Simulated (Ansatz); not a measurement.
A periodic structure is given below.

```xyz
4
Lattice="2.5410 0.0000 0.0000 -1.2705 2.2006 0.0000 0.0000 0.0000 4.2033" Properties=species:S:1:pos:R:3 pbc="T T T"
B     1.2705    0.7335    4.2022
B     0.0000    1.4671    2.1005
N     1.2705    0.7335    2.6282
N     0.0000    1.4671    0.5265
```

**Give a crystallographic description of this input.**

The structure is one of BN. The atoms follow space group P6_3mc (No. 186); the Bravais lattice is primitive hexagonal. Type of structure: wurtzite. Counting shared atoms by their share gives 2 B, 2 N, or 4 atoms. The polyhedra are BN4 tetrahedra; they share corners. Around each B lie four N in a tetrahedral arrangement at 1.56 to 1.57 Å. Each N atom is coordinated by four B in a tetrahedral arrangement at 1.56 to 1.57 Å. The bonds build a three-dimensional framework.

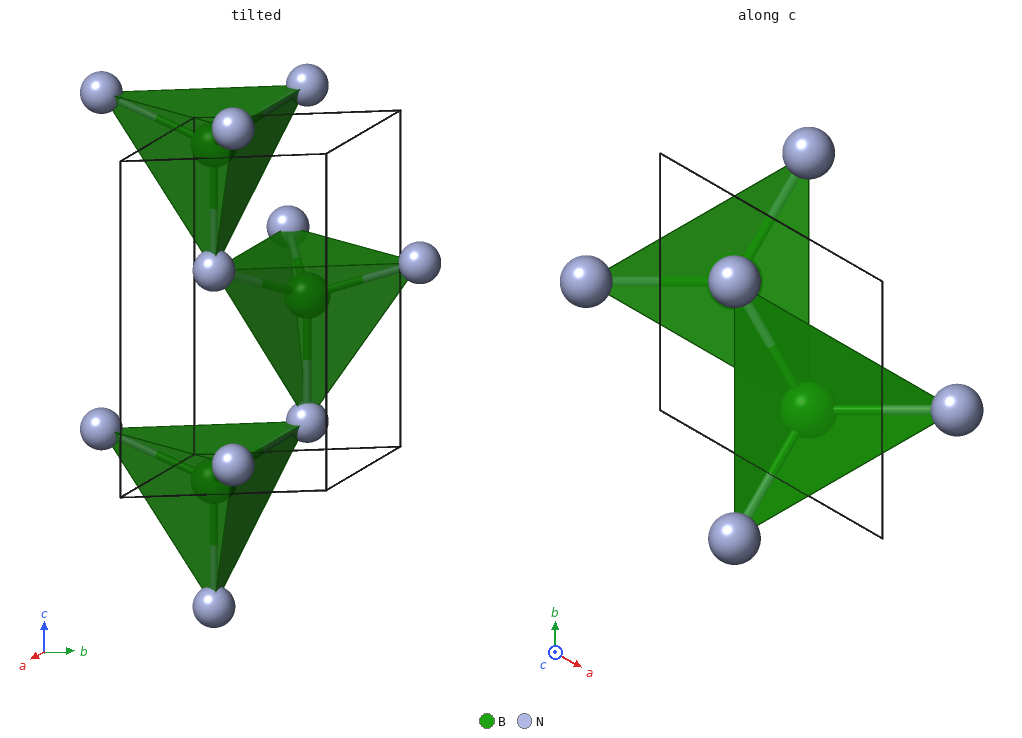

Polyhedral representation of a periodic structure, projected slightly off an axis and along the c axis. Thin lines show the conventional unit cell, with boundary atoms drawn in all their periodic places. Some atoms of the next cells are drawn as well. Colours: boron green, nitrogen light blue.

The starting point was a structure listed in the Materials Project. The picture shows the end point of a geometry optimisation with DFT PBEsol, scalar-relativistic, plane waves, PAW in Ansatz 0.2.0.
